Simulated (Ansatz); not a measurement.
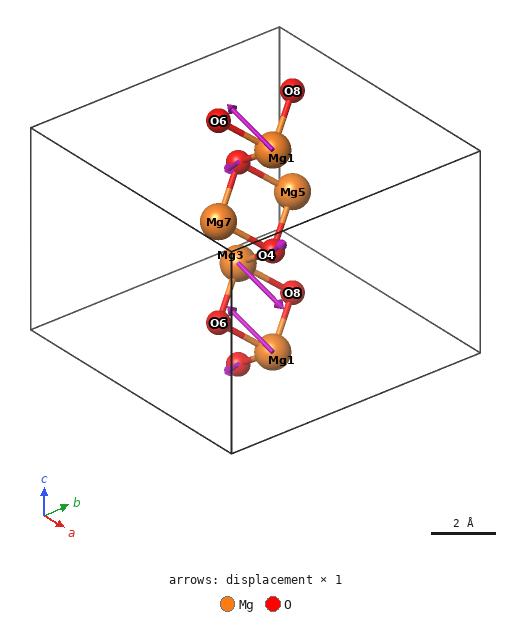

This is a relaxation of a wire of composition MgO. The starting structure is drawn; purple arrows show the displacements (the part carried along by the change of the cell is left out), at their true length.

A ball-and-stick model of the cell of the calculation, with the vacuum cut short, seen from a free direction.

Case: wire along [1 1 1], 8 atoms a period.

Computed with DFT PBE, scalar-relativistic, plane waves, PAW (Ansatz). (plane-wave cutoff 420 eV; k-point mesh 1 × 1 × 5; occupations gaussian; smearing width 0.05 eV; no spin polarisation; cell relaxed at fixed a, b, alpha, beta, gamma; force threshold 0.02 eV/Å; at most 45 steps)

> Atoms of which element are displaced furthest, and by how much?

Magnesium: up to 2.39 Å, against 0.93 Å for oxygen.

> Describe the change and its energy.

The energy falls by 12.727 eV per cell of the calculation in 25 accepted moves (27 points after the start). Largest force component: 3.1 eV/Å at the start, 0.0011 eV/Å at the end. At 2 points the geometry stayed and the basis and grid were re-selected for the new cell (energy shift of 18.6 meV per cell of the calculation at most each time). The largest moves relative to the layer's centre, 2.39 Å, are those of Mg atoms. By element the largest moves are Mg 2.39 Å, O 0.93 Å. Along the periodic axis the drawn cell goes c 7.368 → 3.881 Å (−47.3 %). Among the contacts that change: Mg–O 6.381 → 1.944 Å, Mg–Mg 5.210 → 2.805 Å, Mg–O 3.684 → 1.944 Å, Mg–Mg 3.008 → 2.804 Å. New bonds form, among them: Mg–O (3.68 → 1.94 Å), Mg–O (6.38 → 1.94 Å). Bond angles that change, for instance: Mg–O–Mg 90.0° → 85.9°, O–Mg–O 90.0° → 94.1°, Mg–O–Mg 90.0° → 87.7°. Cost: 2.6 min on 4 threads of Arm Neoverse N1 (shared host), peak memory 1 GiB.
